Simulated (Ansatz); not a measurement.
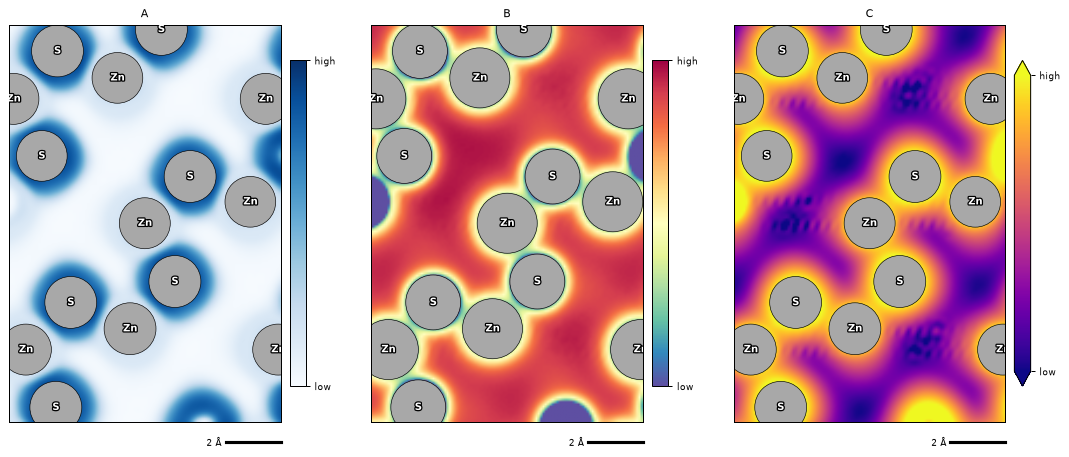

Zn$_{17}$S$_{18}$ (cell with a defect): 3 fields on the (101̄) plane of the calculation cell, with unlabelled colour scales. Grey discs cover the atomic cores.

Method: Ansatz, DFT PBE, scalar-relativistic, plane waves, PAW.

> Which field does each panel show? The fields are: electron localisation function, electrostatic potential energy of an electron and valence pseudo-density.

Panel A: electron localisation function. Panel B: electrostatic potential energy of an electron (low next to the atoms, rising into the space between them). Panel C: valence pseudo-density. From the grid: Zn–S (2.32 Å): ρ at the midpoint is about 0.53 e/Å³; the ELF peaks at about 0.90 in the valence shell of S, 0.8 Å from its nucleus, and is about 0.55 at the midpoint. Zn–S (2.37 Å): ρ at the midpoint is about 0.51 e/Å³, with its minimum of 0.45 e/Å³ about 1.0 Å from Zn; the ELF peaks at about 0.90 in the valence shell of S, 0.8 Å from its nucleus, and is about 0.55 at the midpoint.
